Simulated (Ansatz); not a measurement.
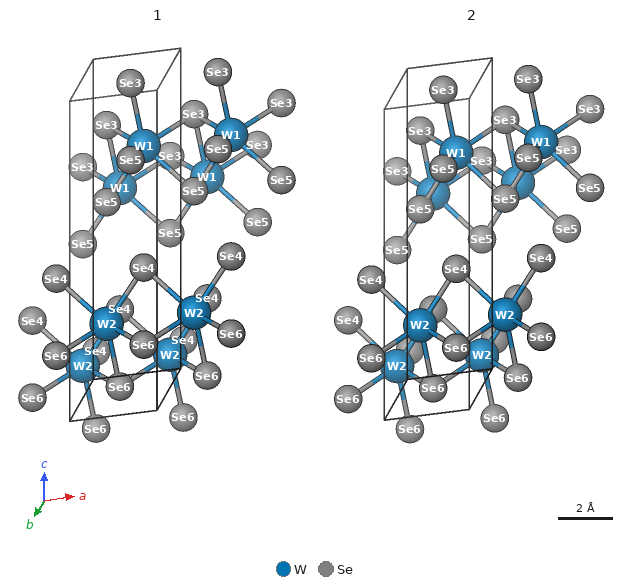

Two geometries of crystalline WSe2 (set up in P6_3/mmc): one is the relaxed structure, the other was perturbed away from it. Style: ball-and-stick. Shown: the cell of the calculation, repeated 2 × 2 × 1 with one cell outlined, from a free direction.

The calculation used Ansatz, DFT PBEsol, scalar-relativistic, plane waves, PAW. (plane-wave cutoff 420 eV; k-point mesh 12 × 12 × 2; occupations gaussian; smearing width 0.02 eV; no spin polarisation)

Q: Which one is perturbed?

A: Structure 1 is the perturbed one. Equal strain along all axes, +3.0 %, is applied. The cell is then held and the atoms relaxed. The drawn cell changes as follows: a = b 3.271 → 3.369 Å (+3.0 %), c 13.224 → 13.620 Å (+3.0 %); the volume changes by +9.3 %. The largest moves relative to the cell, 0.085 Å, are those of Se3, Se4, Se5 and Se6. Se5 goes along +c. W stays in place. Among the bonded contacts that change: Se–W 2.524 → 2.544 Å. The space group stays P6_3/mmc (No. 194). The energy rises by 26.9 meV per atom. The pressure goes from 0.0 to −4.2 GPa. The principal stresses (compression positive) are −0.6 GPa along c and −6.1 GPa across it. The gap on the k-mesh: 1.04 eV before, 0.96 eV after.
